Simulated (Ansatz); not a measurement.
Input

```
crystal:
  lattice:
    - [3.5161, 0.0, 0.0]
    - [0.0, 3.5161, 0.0]
    - [0.0, 0.0, 4.1043]
  atoms:
    - { symbol: C, position: [0.0, 0.0, 0.0] }
    - { symbol: C, position: [0.5, 0.5, 0.5] }
    - { symbol: O, position: [0.23, 0.23, 0.0] }
    - { symbol: O, position: [0.27, 0.73, 0.5] }
    - { symbol: O, position: [0.77, 0.77, 0.0] }
    - { symbol: O, position: [0.73, 0.27, 0.5] }
basis:
  ecutwfc: 470.0
kpoints:
  mp_grid:
    grid: [6, 6, 4]
hamiltonian:
  xc: lda
scf:
  occupations:
    method: fixed
output:
  write_density: true
  write_potential: true
  volumetric_format: npy
  elf: true
  eigenvalues: true
```

Launched as:

```sh
python run_scf.py
```

Below, planes, directions and counts refer to the conventional cell (a = 3.52 Å, b = 3.52 Å, c = 4.10 Å, α = 90.00°, β = 90.00°, γ = 90.00°).

Space group P4₂/mnm.

Method: DFT LDA, plane waves, PAW in Ansatz 0.2.0.

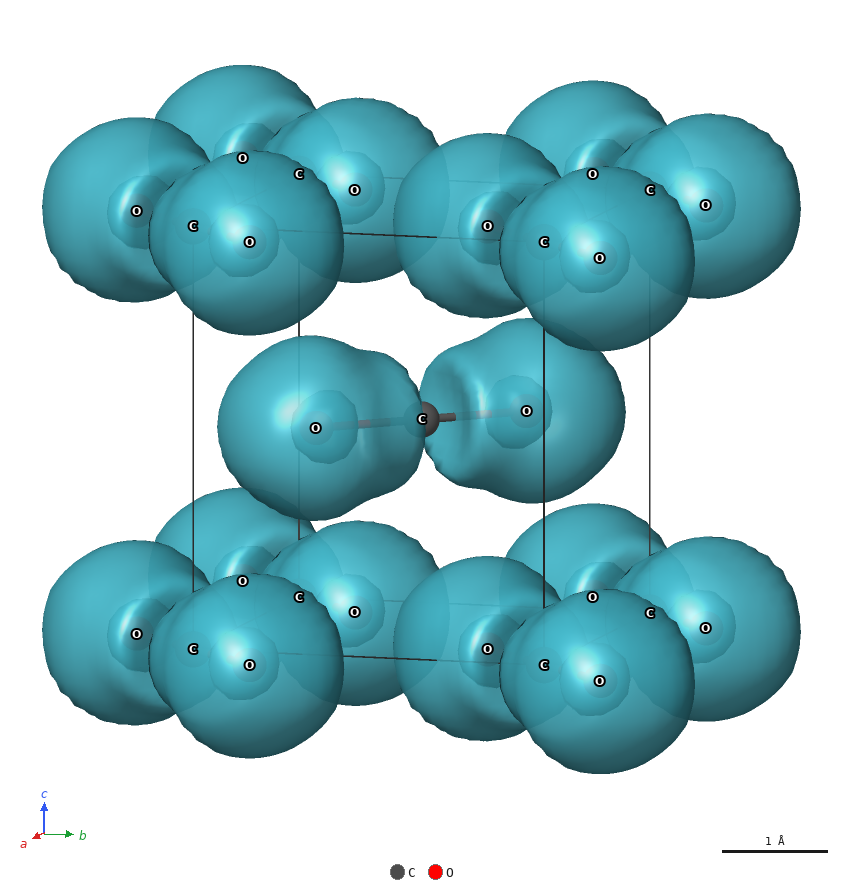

CO2. Isosurface of the ELF at 0.65 (cyan), seen slightly off an axis. Only the valence region is drawn (cores and ρ < 0.01 e/Å³ removed). Sticks mark near contacts.

Core electrons are frozen (PAW), and the valence fields are smoothed inside the atomic spheres.

Q: What do the ELF domains correspond to?

A: At this value the surface marks out four regions on O in which the atom's valence shell and bonds are merged, counted in one cell of 6 atoms. Any copies at cell faces, edges or corners count once. Along the contacts the grid gives the following. C–O (1.14 Å): the ELF peaks at about 0.80 between the atoms (inside overlapping PAW spheres, so only a guide); a short, multiple covalent bond.

Q: Does the calculation make it a metal, or give it a gap?

A: It is gapped, with a Kohn–Sham gap of 5.7 eV on the k-point mesh (the band edges may lie off the mesh, which would make the gap smaller).
